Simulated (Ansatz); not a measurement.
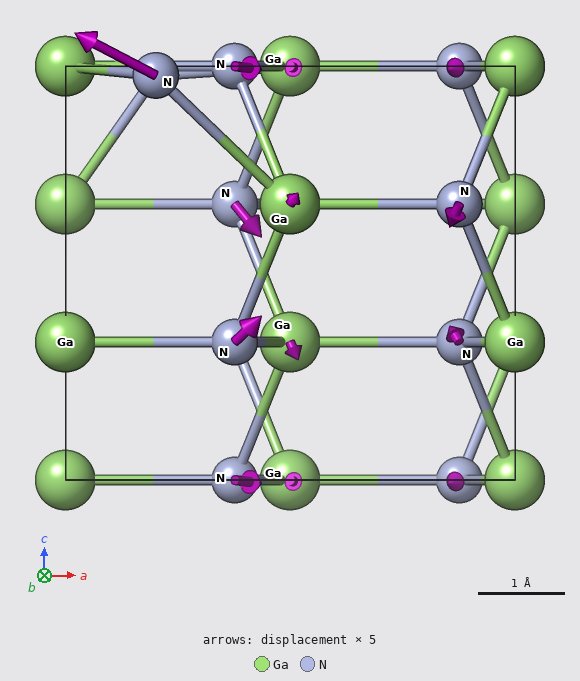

A relaxation of a defect cell of composition Ga$_{6}$N$_{7}$. The starting structure is drawn; purple arrows show the displacements, 5 times their true length.

The picture is a ball-and-stick view of the cell of the calculation, seen along the b axis.

Case: N interstitial, charge +0, atoms relaxed.

All numbers below come from DFT PBE, scalar-relativistic, plane waves, PAW in Ansatz.

The input:
```yaml
crystal:
  lattice:
    - [0.0, 0.0, 5.2431684095]
    - [4.8275562239, -2.7871908853, 0.0]
    - [-1.0e-10, 5.5743817708, 0.0]
  atoms:
    - { symbol: Ga, position: [0.4991348631, 0.3333333333, 0.3333333333] }
    - { symbol: Ga, position: [0.4991348631, 0.0, 0.6666666667] }
    - { symbol: Ga, position: [0.4991348631, 0.6666666667, 1.0] }
    - { symbol: Ga, position: [0.9991348631, 0.0, 0.3333333333] }
    - { symbol: Ga, position: [0.9991348631, 0.6666666667, 0.6666666667] }
    - { symbol: Ga, position: [0.9991348631, 0.3333333333, 1.0] }
    - { symbol: "N", position: [0.8758651369, 0.3333333333, 0.3333333333] }
    - { symbol: "N", position: [0.8758651369, 0.0, 0.6666666667] }
    - { symbol: "N", position: [0.8758651369, 0.6666666667, 1.0] }
    - { symbol: "N", position: [0.3758651369, 0.0, 0.3333333333] }
    - { symbol: "N", position: [0.3758651369, 0.6666666667, 0.6666666667] }
    - { symbol: "N", position: [0.3758651369, 0.3333333333, 1.0] }
    - { symbol: "N", position: [0.200640354, 0.002238102, -0.022425528], spin: 1.0 }
basis:
  ecutwfc: 420
  xc_grid: 2
kpoints:
  mp_grid: { grid: [3, 3, 3], shift: [0.0, 0.0, 0.0] }
hamiltonian:
  xc: pbe
scf:
  occupations: { method: gaussian, width: 0.02 }
output:
  forces: true
  stress: false
  eigenvalues: true
  populations: true
  write_density: true
  write_potential: true
  elf: true
  volumetric_format: npy
magnetization:
  spin_polarized: true
relax:
  adjacent_minimum: "off"
  f_tol: 0.02
  max_steps: 60
```

Command:
```bash
ansatz run input.yaml --threads 4 --pin off --max-ram 8192MiB --backend cpu --events-out ev --progress --plain --runs-dir out
```

Atoms of which element are displaced furthest, and by how much?

Nitrogen: up to 0.23 Å, against 0.05 Å for gallium.

Describe the change and its energy.

The energy falls by 0.639 eV per cell of the calculation in 5 geometry steps. The largest force component goes from 2 to 0.0029 eV/Å. The largest move is that of N13, 0.23 Å along [−2 0 1]. Largest moves by element: N 0.23 Å, Ga 0.05 Å. The cell doesn't change. Some distances before and after: Ga2–N13 2.331 → 2.541 Å, Ga4–N13 2.253 → 2.048 Å, Ga1–N13 2.476 → 2.541 Å, Ga4–N10 1.975 → 2.039 Å. Bond angles that change, for instance: N12–Ga6–N13 59.4° → 67.4°, Ga4–N13–Ga5 95.5° → 103.5°, N11–Ga5–N13 59.7° → 67.4°.

Limits of the set-up: the periodic images lie only 5.2 Å apart, so the values are limited by the cell's size.
